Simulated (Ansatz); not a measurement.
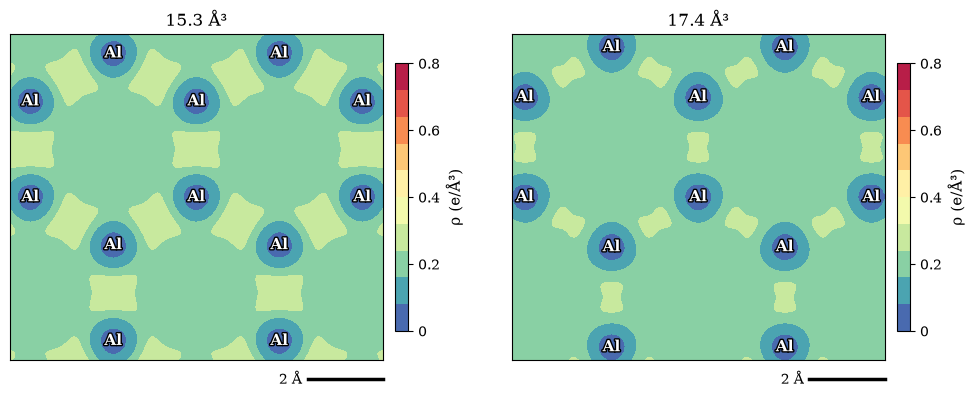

Al. The valence charge density (pseudo) of cells scaled evenly to different volumes (given per atom above each panel), on the (001) plane of each (indices in the axes of the cell below), at one length scale and on one colour scale.

A generated structure, not necessarily the stable one; computed without spin polarisation.

These are results of DFT, revPBE, plane waves (420 eV) with PAW, scalar-relativistic (Ansatz), not measurements.

Core electrons are frozen (PAW), and the valence fields are smoothed inside the atomic spheres.

The largest cell:

```cif
data_structure
_symmetry_space_group_name_H-M 'P 1'
_symmetry_Int_Tables_number 1
_cell_length_a 4.6050
_cell_length_b 4.6050
_cell_length_c 2.8503
_cell_angle_alpha 90.000
_cell_angle_beta 90.000
_cell_angle_gamma 120.000
_cell_volume 52.35
loop_
_atom_site_label
_atom_site_type_symbol
_atom_site_fract_x
_atom_site_fract_y
_atom_site_fract_z
_atom_site_occupancy
Al1 Al 0.00000 0.00000 0.00000 1
Al2 Al 0.33333 0.66667 0.50000 1
Al3 Al 0.66667 0.33333 0.50000 1
```

| volume (Å³/atom) | Al–Al contact in the plane (Å) | ρ at its midpoint (e/Å³) | pressure (GPa) | 
| --- | --- | --- | --- |
| 15.35 | 2.548 | 0.279 | 11.3 | 
| 16.05 | 2.586 | ? | ? | 
| 17.45 | 2.659 | 0.248 | 0.1 | 

### What values belong in the row with question marks?

Over the known rows ln ρ falls by 1.06 per Å of Al–Al distance (the line through the two), which gives 0.268 e/Å³ at 2.586 Å; the calculation gives 0.268 e/Å³. For the pressure, a straight line in volume between the neighbouring rows gives 7.6 GPa; the calculation gives 6.8, lower because pressure rises ever faster on compression.
